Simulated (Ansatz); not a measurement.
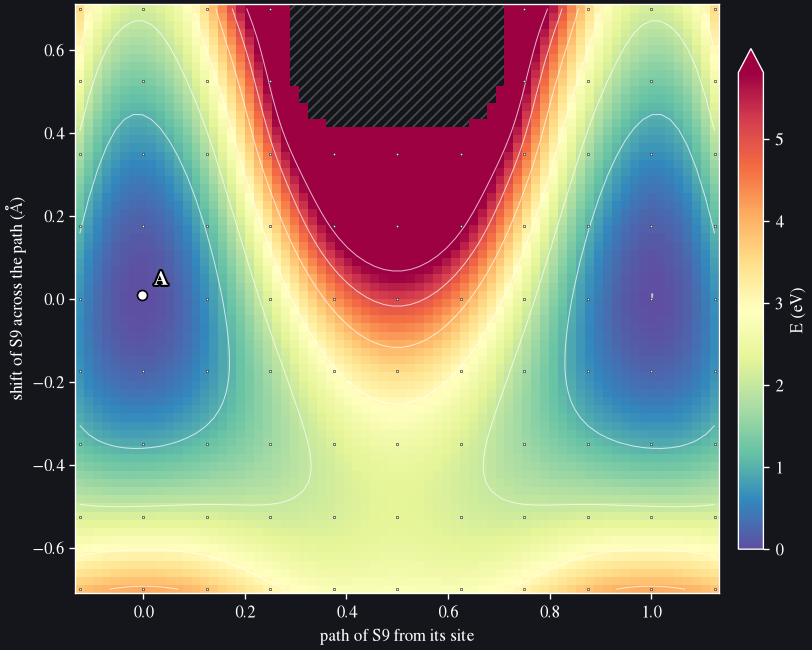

WS₂ (R3m phase) with one S vacancy (11 atoms in the cell, cell charge +2). An atom moved over a plane that holds its own site and a neighbouring vacancy (x along [0 −1 0], y along [2 1 0], z along [0 0 1] of the conventional cell). The first coordinate is: path of S9 from its site (0) to the vacancy (1), 3.100 Å; the second: shift of S9 across the path, along the Cartesian direction [1 2 0]. Nothing is relaxed (all other atoms held at the sites of the perfect crystal). The grid has 11 × 9 points; 41 points were computed and 52 follow by symmetry. At 6 points there is no value (left out of the scan, as a rule where atoms come close). Points are written as (first, second). All energies are given in eV per cell relative to the lowest grid point. The cell is charged on a uniform background, without a charge correction. All numbers below come from DFT LDA+D3(BJ), scalar-relativistic, plane waves, PAW in Ansatz 0.2.0. Settings: cutoff 420 eV, k-mesh 6×6×6, gaussian smearing 0.05 eV, no spin polarisation.

In the figure: a smooth colour map with a few white contour lines, dots at the grid points, one colour for all values above the top of the scale, hatched blanks where no value was computed, the point A. Between grid points the surface is interpolated.

**What is the easiest way out of the well at A, and how high is the barrier?**

The easiest path leads from the well at (0.000, 0.000 Å) [nearest 3 W at 2.38 Å] to a well of about the same depth at (1.000, 0.000 Å) [nearest 3 W at 2.38 Å]. Its highest point lies about 2.3 eV above the bottom of the first well on the interpolated surface, at (0.500, −0.525 Å) [nearest 1 W at 2.11 Å and 1 S at 2.16 Å]. This is the barrier on the constrained surface; relaxing the other coordinates would change it.

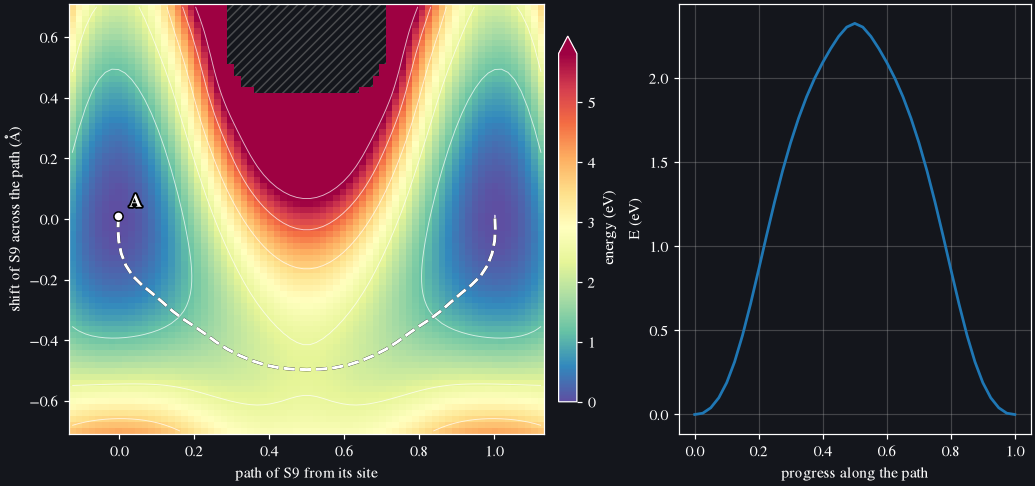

The picture shows a smooth colour map with a few white contour lines, a line along the lowest path, one colour for all values above the top of the scale, hatched blanks where no value was computed, the energy along the path at the right. Between grid points the surface is interpolated.

PAW datasets: the set soft_1.
